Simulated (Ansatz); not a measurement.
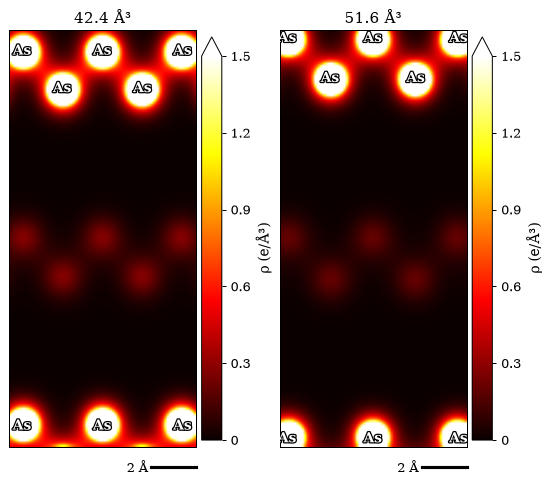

As. The valence pseudo-density of cells scaled evenly to different volumes (given per atom above each panel), on the (110) plane of each (indices in the axes of the cell below), at one length scale and on one colour scale.

A generated structure, not necessarily the stable one.

The calculation used DFT, BLYP, plane waves (420 eV) with PAW, scalar-relativistic in Ansatz 0.2.0.

In a PAW calculation such maps are meaningful between the atoms, not at the nuclei.

The largest cell:

```
As
1.0
    -6.09267    6.50634    1.49219
     6.50634   -6.09267    1.49219
     2.64475    2.64475   -0.73453
As
2
Direct
  0.92500 0.07500 0.00000
  0.82500 0.17500 0.50000
```

| volume (Å³/atom) | As–As contact in the plane (Å) | ρ at its midpoint (e/Å³) | pressure (GPa) | 
| --- | --- | --- | --- |
| 42.41 | 2.443 | 0.577 | 2.9 | 
| 49.79 | 2.578 | ? | ? | 
| 51.64 | 2.609 | 0.447 | −2.5 | 

**Estimate the missing row, and compare with the calculation.**

Over the known rows ln ρ falls by 1.54 per Å of As–As distance (the line through the two), which gives 0.469 e/Å³ at 2.578 Å; the calculation gives 0.469 e/Å³. For the pressure, a straight line in volume between the neighbouring rows gives −1.4 GPa; the calculation gives −1.8, lower because pressure rises ever faster on compression.
